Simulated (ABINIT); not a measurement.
# TiB2: geometry relaxation (part 3 of 3)

TiB2 (P6/mmm, 3 atoms in the cell); Kohn-Sham DFT of a periodic cell, LDA, HGH LDA, no spin polarisation (ABINIT 10.8.3); cutoff 1034.03 eV, 8×8×6 k-mesh, fermi-dirac of 0.05 eV. The structure derives from an entry of the Crystallography Open Database.

Geometry of the input (Å; fractional positions):
```
3.0292  0.0000  0.0000
-1.5146  2.6234  0.0000
0.0000  0.0000  3.2284
Ti 0.0000  0.0000  0.0000
B  0.6667  0.3333  0.5000
B  0.3333  0.6667  0.5000
```

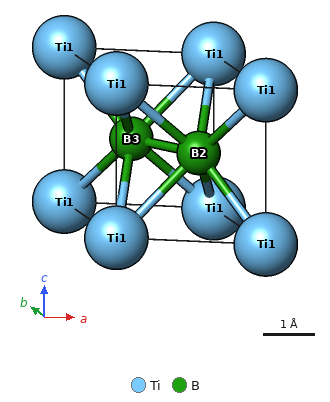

**Figure 1.** The geometry at step 3 of the log (ball-and-stick view of the cell of the calculation, seen slightly off an axis; atoms are numbered from 1 in the order of the input).

The program's output, continued
```
--- !ResultsGS
iteration_state: {dtset: 1, itime: 5, icycle: 1, }
comment   : Summary of ground state results
lattice_vectors:
- [  5.6291733,   0.0000000,   0.0000000, ]
- [ -2.8145867,   4.8750071,   0.0000000, ]
- [  0.0000000,   0.0000000,   5.9070495, ]
lattice_lengths: [   5.62917,    5.62917,    5.90705, ]
lattice_angles: [ 90.000,  90.000, 120.000, ] # degrees, (23, 13, 12)
lattice_volume:   1.6210279E+02
convergence: {deltae: -1.332E-13, res2:  6.006E-13, residm:  1.229E-05, diffor: null, }
etotal    :  -9.38405286E+00
entropy   :   0.00000000E+00
fermie    :   3.74314953E-01
cartesian_stress_tensor: # hartree/bohr^3
- [ -5.28132928E-07,   0.00000000E+00,   0.00000000E+00, ]
- [  0.00000000E+00,  -5.28133092E-07,   0.00000000E+00, ]
- [  0.00000000E+00,   0.00000000E+00,   3.55092698E-07, ]
pressure_GPa:   6.8764E-03
xred      :
- [ -1.0858E-29,   1.0875E-29,   0.0000E+00, Ti]
- [  6.6667E-01,   3.3333E-01,   5.0000E-01,  B]
- [  3.3333E-01,   6.6667E-01,   5.0000E-01,  B]
cartesian_forces: # hartree/bohr
- [ -3.18891729E-29,  -1.84112226E-29,  -0.00000000E+00, ]
- [  1.59445865E-29,   9.20561129E-30,  -0.00000000E+00, ]
- [  1.59445865E-29,   9.20561129E-30,  -0.00000000E+00, ]
force_length_stats: {min:   1.84112226E-29, max:   3.68224452E-29, mean:   2.45482968E-29, }
...

 Integrated electronic density in atomic spheres:
 ------------------------------------------------
 Atom  Sphere_radius  Integrated_density
    1        2.00000          1.93932499
    2        2.00000          2.90839218
    3        2.00000          2.90839218

---OUTPUT-----------------------------------------------------------------------

 Cartesian coordinates (xcart) [bohr]
 -9.17326156953587E-29  5.30155938924543E-29  0.00000000000000E+00
  2.81458666074917E+00  1.62500236627026E+00  2.95352473294843E+00
 -1.04160630518885E-16  3.25000473254052E+00  2.95352473294843E+00
 Reduced coordinates (xred)
 -1.08584413376319E-29  1.08749777831887E-29  0.00000000000000E+00
  6.66666666666667E-01  3.33333333333333E-01  5.00000000000000E-01
  3.33333333333333E-01  6.66666666666667E-01  5.00000000000000E-01
 Cartesian forces (fcart) [Ha/bohr]; max,rms= 3.18892E-29 1.50327E-29 (free atoms)
 -3.18891729373586E-29 -1.84112225792877E-29 -0.00000000000000E+00
  1.59445864686793E-29  9.20561128964385E-30 -0.00000000000000E+00
  1.59445864686793E-29  9.20561128964385E-30 -0.00000000000000E+00
 Gradient of E wrt nuclear positions in reduced coordinates (gred)
  1.79509681543626E-28  3.63882611773546E-45  0.00000000000000E+00
 -8.97548407718129E-29 -1.81941305886773E-45 -0.00000000000000E+00
 -8.97548407718129E-29 -1.81941305886773E-45 -0.00000000000000E+00
 Scale of Primitive Cell (acell) [bohr]
  5.62917332149833E+00  5.62917332157420E+00  5.90704946589687E+00
 Real space primitive translations (rprimd) [bohr]
  5.62917332149833E+00  0.00000000000000E+00  0.00000000000000E+00
 -2.81458666074917E+00  4.87500709881078E+00  0.00000000000000E+00
  0.00000000000000E+00  0.00000000000000E+00  5.90704946589687E+00
 Unitary Cell Volume (ucvol) [Bohr^3]=  1.62102786701487E+02
 Angles (23,13,12)= [degrees]
  9.00000000000000E+01  9.00000000000000E+01  1.19999999999554E+02
 Lengths [Bohr]
  5.62917332149833E+00  5.62917332157420E+00  5.90704946589687E+00
 Stress tensor in cartesian coordinates (strten) [Ha/bohr^3]
 -5.28132928439597E-07  0.00000000000000E+00  0.00000000000000E+00
  0.00000000000000E+00 -5.28133092252137E-07  0.00000000000000E+00
  0.00000000000000E+00  0.00000000000000E+00  3.55092697535038E-07
 Total energy (etotal) [Ha]= -9.38405285723964E+00

 Difference of energy with previous step (new-old):
           Absolute (Ha)=-7.87724E-06
           Relative     =-8.39429E-07

--- Iteration: ( 6/50) Internal Cycle: (1/1)
--------------------------------------------------------------------------------

---SELF-CONSISTENT-FIELD CONVERGENCE--------------------------------------------

--- !BeginCycle
iteration_state: {dtset: 1, itime: 6, icycle: 1, }
solver: {iscf: 7, nstep: 80, nline: 4, wfoptalg: 0, }
tolerances: {tolvrs: 1.00E-12, }
...

     iter   Etot(hartree)      deltaE(h)  residm     vres2
 ETOT  1  -9.3840528559078    -9.384E+00 1.119E-05 3.377E-05
 ETOT  2  -9.3840528565066    -5.988E-10 1.013E-05 2.527E-05
 ETOT  3  -9.3840528601645    -3.658E-09 7.723E-06 8.056E-08
 ETOT  4  -9.3840528601766    -1.217E-11 9.294E-06 7.876E-11
 ETOT  5  -9.3840528601765     1.101E-13 7.160E-06 8.964E-14

 At SCF step    5       vres2   =  8.96E-14 < tolvrs=  1.00E-12 =>converged.

 Cartesian components of stress tensor (hartree/bohr^3)
  sigma(1 1)= -1.09405878E-08  sigma(3 2)=  0.00000000E+00
  sigma(2 2)= -1.09407516E-08  sigma(3 1)=  0.00000000E+00
  sigma(3 3)=  9.06188179E-09  sigma(2 1)=  0.00000000E+00

--- !ResultsGS
iteration_state: {dtset: 1, itime: 6, icycle: 1, }
comment   : Summary of ground state results
lattice_vectors:
- [  5.6293070,   0.0000000,   0.0000000, ]
- [ -2.8146535,   4.8751229,   0.0000000, ]
- [  0.0000000,   0.0000000,   5.9068769, ]
lattice_lengths: [   5.62931,    5.62931,    5.90688, ]
lattice_angles: [ 90.000,  90.000, 120.000, ] # degrees, (23, 13, 12)
lattice_volume:   1.6210575E+02
convergence: {deltae:  1.101E-13, res2:  8.964E-14, residm:  7.160E-06, diffor: null, }
etotal    :  -9.38405286E+00
entropy   :   0.00000000E+00
fermie    :   3.74298821E-01
cartesian_stress_tensor: # hartree/bohr^3
- [ -1.09405878E-08,   0.00000000E+00,   0.00000000E+00, ]
- [  0.00000000E+00,  -1.09407516E-08,   0.00000000E+00, ]
- [  0.00000000E+00,   0.00000000E+00,   9.06188179E-09, ]
pressure_GPa:   1.2572E-04
xred      :
- [ -1.8370E-29,   7.1244E-30,   0.0000E+00, Ti]
- [  6.6667E-01,   3.3333E-01,   5.0000E-01,  B]
- [  3.3333E-01,   6.6667E-01,   5.0000E-01,  B]
cartesian_forces: # hartree/bohr
- [  1.59442079E-29,   9.20539271E-30,  -0.00000000E+00, ]
- [  1.59442079E-29,  -4.60269635E-29,  -0.00000000E+00, ]
- [ -3.18884157E-29,   3.68215708E-29,  -0.00000000E+00, ]
force_length_stats: {min:   1.84107854E-29, max:   4.87103596E-29, mean:   3.86105016E-29, }
...

 Integrated electronic density in atomic spheres:
 ------------------------------------------------
 Atom  Sphere_radius  Integrated_density
    1        2.00000          1.93934430
    2        2.00000          2.90836165
    3        2.00000          2.90836165

---OUTPUT-----------------------------------------------------------------------

 Cartesian coordinates (xcart) [bohr]
 -1.23461507082201E-28  3.47321416829800E-29  0.00000000000000E+00
  2.81465349314449E+00  1.62504095197169E+00  2.95343844618289E+00
 -3.01482355060110E-17  3.25008190394339E+00  2.95343844618289E+00
 Reduced coordinates (xred)
 -1.83697382260779E-29  7.12436234111287E-30  0.00000000000000E+00
  6.66666666666667E-01  3.33333333333333E-01  5.00000000000000E-01
  3.33333333333333E-01  6.66666666666667E-01  5.00000000000000E-01
 Cartesian forces (fcart) [Ha/bohr]; max,rms= 4.60270E-29 2.37682E-29 (free atoms)
  1.59442078732647E-29  9.20539270747932E-30 -0.00000000000000E+00
  1.59442078732647E-29 -4.60269635373966E-29 -0.00000000000000E+00
 -3.18884157465294E-29  3.68215708299173E-29 -0.00000000000000E+00
 Gradient of E wrt nuclear positions in reduced coordinates (gred)
 -8.97548407718129E-29  4.51726822836701E-46 -0.00000000000000E+00
 -8.97548407718129E-29  2.69264522315439E-28 -0.00000000000000E+00
  1.79509681543626E-28 -2.69264522315439E-28 -0.00000000000000E+00
 Scale of Primitive Cell (acell) [bohr]
  5.62930698628899E+00  5.62930698636485E+00  5.90687689236577E+00
 Real space primitive translations (rprimd) [bohr]
  5.62930698628899E+00  0.00000000000000E+00  0.00000000000000E+00
 -2.81465349314449E+00  4.87512285591508E+00  0.00000000000000E+00
  0.00000000000000E+00  0.00000000000000E+00  5.90687689236577E+00
 Unitary Cell Volume (ucvol) [Bohr^3]=  1.62105749025666E+02
 Angles (23,13,12)= [degrees]
  9.00000000000000E+01  9.00000000000000E+01  1.19999999999554E+02
 Lengths [Bohr]
  5.62930698628899E+00  5.62930698636485E+00  5.90687689236577E+00
 Stress tensor in cartesian coordinates (strten) [Ha/bohr^3]
 -1.09405877534580E-08  0.00000000000000E+00  0.00000000000000E+00
  0.00000000000000E+00 -1.09407515798757E-08  0.00000000000000E+00
  0.00000000000000E+00  0.00000000000000E+00  9.06188179269213E-09
 Total energy (etotal) [Ha]= -9.38405286017652E+00

 Difference of energy with previous step (new-old):
           Absolute (Ha)=-2.93688E-09
           Relative     =-3.12965E-10

 At Broyd/MD step   6, gradients are converged :
  max grad (force/stress) = 1.0941E-06 < tolmxf= 2.0000E-05 ha/bohr (free atoms)

================================================================================

 ----iterations are completed or convergence reached----

 Mean square residual over all n,k,spin=   25.277E-09; max=  71.603E-07
 reduced coordinates (array xred) for    3 atoms
      -0.000000000000      0.000000000000      0.000000000000
       0.666666666667      0.333333333333      0.500000000000
       0.333333333333      0.666666666667      0.500000000000
 rms dE/dt=  1.5546E-28; max dE/dt=  2.6926E-28; dE/dt below (all hartree)
    1       0.000000000000      0.000000000000      0.000000000000
    2       0.000000000000      0.000000000000      0.000000000000
    3       0.000000000000     -0.000000000000      0.000000000000

 cartesian coordinates (angstrom) at end:
    1     -0.00000000000000     0.00000000000000     0.00000000000000
    2      1.48945048415013     0.85993463798415     1.56289231846447
    3     -0.00000000000000     1.71986927596830     1.56289231846447

 cartesian forces (hartree/bohr) at end:
    1      0.00000000000000     0.00000000000000    -0.00000000000000
    2      0.00000000000000    -0.00000000000000    -0.00000000000000
    3     -0.00000000000000     0.00000000000000    -0.00000000000000
 frms,max,avg= 2.3768222E-29 4.6026964E-29   0.000E+00  0.000E+00  0.000E+00 h/b

 cartesian forces (eV/Angstrom) at end:
    1      0.00000000000000     0.00000000000000    -0.00000000000000
    2      0.00000000000000    -0.00000000000000    -0.00000000000000
    3     -0.00000000000000     0.00000000000000    -0.00000000000000
 frms,max,avg= 1.2222111E-27 2.3668016E-27   0.000E+00  0.000E+00  0.000E+00 e/A
 length scales=  5.629306986289  5.629306986365  5.906876892366 bohr
              =  2.978900968300  2.978900968340  3.125784636929 angstroms
 Fermi (or HOMO) energy (hartree) =   0.37430   Average Vxc (hartree)=  -0.43722
 Eigenvalues (hartree) for nkpt=  40  k points:
 kpt#   1, nband=  9, wtk=  0.00260, kpt=  0.0000  0.0000  0.0000 (reduced coord)
  -0.13377    0.27046    0.27046    0.29363    0.29496    0.44834    0.44834    0.52495
   0.52495
      occupation numbers for kpt#   1
   2.00000    2.00000    2.00000    2.00000    2.00000    0.00000    0.00000    0.00000
   0.00000
 prteigrs : prtvol=0 or 1, do not print more k-points.

--- !EnergyTerms
iteration_state     : {dtset: 1, itime: 6, icycle: 1, }
comment             : Components of total free energy in Hartree
kinetic             :  1.03673234380046E+01
hartree             :  3.62202713279805E-01
xc                  : -3.54684407616940E+00
Ewald energy        : -1.25563630378487E+01
psp_core            :  7.38981259336601E-01
local_psp           : -2.06250685006168E+00
non_local_psp       : -2.68681114607984E+00
internal            : -9.38401769953868E+00
'-kT*entropy'       : -3.51606378390185E-05
total_energy        : -9.38405286017652E+00
total_energy_eV     : -2.55353086930966E+02
band_energy         :  1.71035921155467E+00
...

 Cartesian components of stress tensor (hartree/bohr^3)
  sigma(1 1)= -1.09405878E-08  sigma(3 2)=  0.00000000E+00
  sigma(2 2)= -1.09407516E-08  sigma(3 1)=  0.00000000E+00
  sigma(3 3)=  9.06188179E-09  sigma(2 1)=  0.00000000E+00

-Cartesian components of stress tensor (GPa)         [Pressure=  1.2572E-04 GPa]
- sigma(1 1)= -3.21883205E-04  sigma(3 2)=  0.00000000E+00
- sigma(2 2)= -3.21888025E-04  sigma(3 1)=  0.00000000E+00
- sigma(3 3)=  2.66609767E-04  sigma(2 1)=  0.00000000E+00

== END DATASET(S) ==============================================================
================================================================================

 -outvars: echo values of variables after computation  --------
            acell      5.6293069863E+00  5.6293069864E+00  5.9068768924E+00 Bohr
           etotal     -9.3840528602E+00
            fcart      1.5944207873E-29  9.2053927075E-30 -0.0000000000E+00
                       1.5944207873E-29 -4.6026963537E-29 -0.0000000000E+00
                      -3.1888415747E-29  3.6821570830E-29 -0.0000000000E+00
            rprim      1.0000000000E+00  0.0000000000E+00  0.0000000000E+00
                      -4.9999999999E-01  8.6602540379E-01  0.0000000000E+00
                       0.0000000000E+00  0.0000000000E+00  1.0000000000E+00
           strten     -1.0940587753E-08 -1.0940751580E-08  9.0618817927E-09
                       0.0000000000E+00  0.0000000000E+00  0.0000000000E+00
           xangst     -6.5333015927E-29  1.8379457852E-29  0.0000000000E+00
                       1.4894504842E+00  8.5993463798E-01  1.5628923185E+00
                      -1.5953759168E-17  1.7198692760E+00  1.5628923185E+00
             xred     -1.8369738226E-29  7.1243623411E-30  0.0000000000E+00
                       6.6666666667E-01  3.3333333333E-01  5.0000000000E-01
                       3.3333333333E-01  6.6666666667E-01  5.0000000000E-01
 Calculation completed.
```

Trajectory as extended XYZ (Å, eV, eV/Å), 6 frames, from step=0 to step=5
```
3
Lattice="3.0292 0.0000 0.0000 -1.5146 2.6234 0.0000 0.0000 0.0000 3.2284" Properties=species:S:1:pos:R:3:forces:R:3 step=0 energy=-255.26949
Ti    0.0000    0.0000    0.0000    0.0000   0.0000   0.0000
B     1.5146    0.8745    1.6142    0.0000   0.0000   0.0000
B     0.0000    1.7489    1.6142    0.0000   0.0000   0.0000
3
Lattice="2.9855 0.0000 0.0000 -1.4927 2.5855 0.0000 0.0000 0.0000 3.1727" Properties=species:S:1:pos:R:3:forces:R:3 step=1 energy=-255.34332
Ti    0.0000    0.0000    0.0000    0.0000   0.0000   0.0000
B     1.4927    0.8618    1.5864    0.0000   0.0000   0.0000
B     0.0000    1.7237    1.5864    0.0000   0.0000   0.0000
3
Lattice="2.9719 0.0000 0.0000 -1.4860 2.5738 0.0000 0.0000 0.0000 3.1372" Properties=species:S:1:pos:R:3:forces:R:3 step=2 energy=-255.35218
Ti    0.0000    0.0000    0.0000    0.0000   0.0000   0.0000
B     1.4860    0.8579    1.5686    0.0000   0.0000   0.0000
B     0.0000    1.7158    1.5686    0.0000   0.0000   0.0000
3
Lattice="2.9753 0.0000 0.0000 -1.4876 2.5767 0.0000 0.0000 0.0000 3.1309" Properties=species:S:1:pos:R:3:forces:R:3 step=3 energy=-255.35287
Ti    0.0000    0.0000    0.0000    0.0000   0.0000   0.0000
B     1.4876    0.8589    1.5654    0.0000   0.0000   0.0000
B     0.0000    1.7178    1.5654    0.0000   0.0000   0.0000
3
Lattice="2.9788 0.0000 0.0000 -1.4894 2.5797 0.0000 0.0000 0.0000 3.1259" Properties=species:S:1:pos:R:3:forces:R:3 step=4 energy=-255.35309
Ti    0.0000    0.0000    0.0000    0.0000   0.0000   0.0000
B     1.4894    0.8599    1.5629    0.0000   0.0000   0.0000
B     0.0000    1.7198    1.5629    0.0000   0.0000   0.0000
3
Lattice="2.9789 0.0000 0.0000 -1.4894 2.5798 0.0000 0.0000 0.0000 3.1258" Properties=species:S:1:pos:R:3:forces:R:3 step=5 energy=-255.35309
Ti    0.0000    0.0000    0.0000    0.0000   0.0000   0.0000
B     1.4894    0.8599    1.5629    0.0000   0.0000   0.0000
B     0.0000    1.7199    1.5629    0.0000   0.0000   0.0000
```

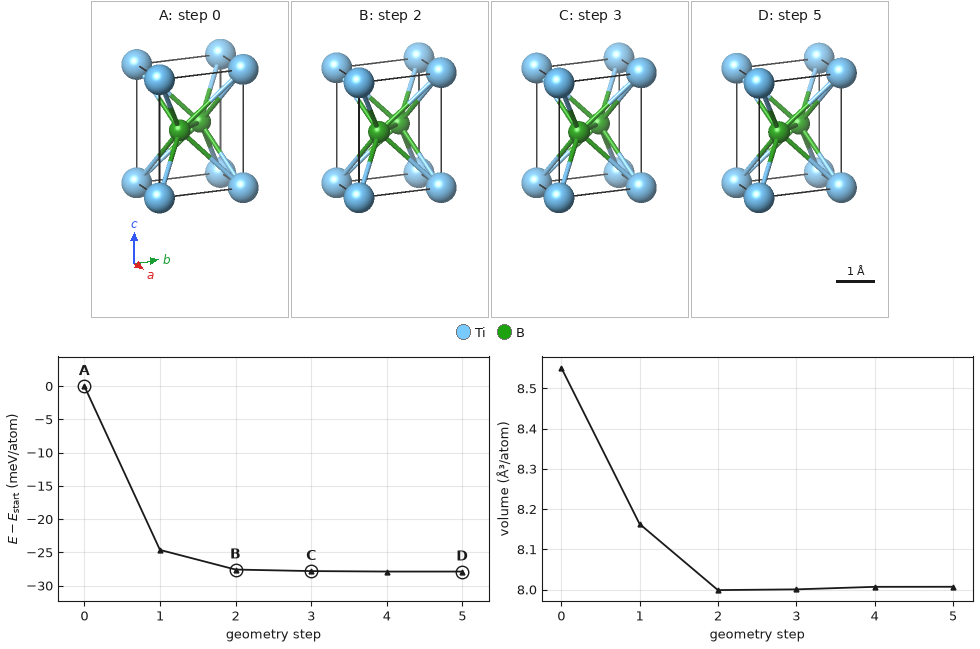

**Figure 2.** Frames of the relaxation (ball-and-stick view of the cell of the calculation, seen slightly off an axis) above the curves, on which the letters mark them (steps are counted from 0).

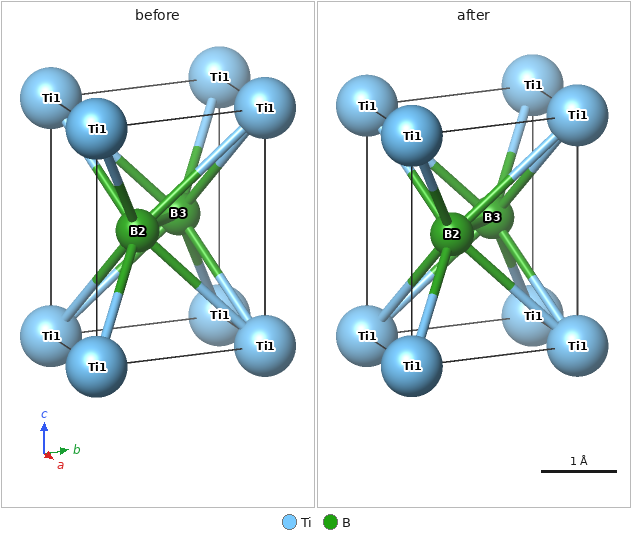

**Figure 3.** Before (left) and after (right) the relaxation, at one scale (ball-and-stick view of the cell of the calculation, seen slightly off an axis). The atoms keep their places relative to the cell (all moves are under 0.005 Å). The volume changes by −6.4 %, with a = b 3.029 → 2.979 Å (−1.7 %), c 3.228 → 3.126 Å (−3.2 %). Among the contacts that change: Ti1–B2 2.380 → 2.324 Å, B2–B3 1.749 → 1.720 Å. The space group stays P6/mmm (No. 191). After 5 geometry steps the energy has fallen by 27.9 meV per atom. All forces vanish by symmetry, so only the cell relaxes. (Atoms are counted from 1 in the order of the input.)
